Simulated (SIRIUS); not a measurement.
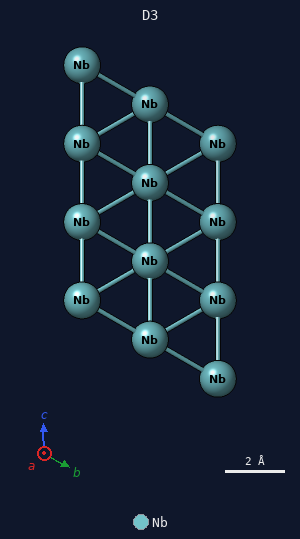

Solid Nb (set up in Im-3m), relaxed (cell and atoms) with several dispersion corrections. The picture shows the result with D3. A ball-and-stick model of the cell of the calculation, repeated 1 × 2 × 3 with one cell outlined, seen along the a axis.

Computed with SIRIUS 7.12.0: RPBE, dojo-sr-pbe-0.4.1-standard. Settings: plane-wave cutoff 1127 eV; k-point mesh 8 × 8 × 8; occupations fermi-dirac; smearing width 0.05 eV; optimiser BFGS; no spin polarisation.

```
dispersion correction  volume (Å³/atom)  a (Å)
               D3(BJ)                 ?      ?
                   D3            17.646  2.841
                   D4            17.981  2.859
                 none            18.491  2.885
```

**Estimate the missing row from the others, and compare with the calculation.**

With D3(BJ) the volume is the smallest of the series, below D3 (17.646). The calculation gives 14.571 Å³/atom (a = 2.665 Å). In order of volume: D3(BJ) < D3 < D4 < none; the spread is 26.9 %.

Each member starts from this one structure; whether another phase lies lower wasn't checked.
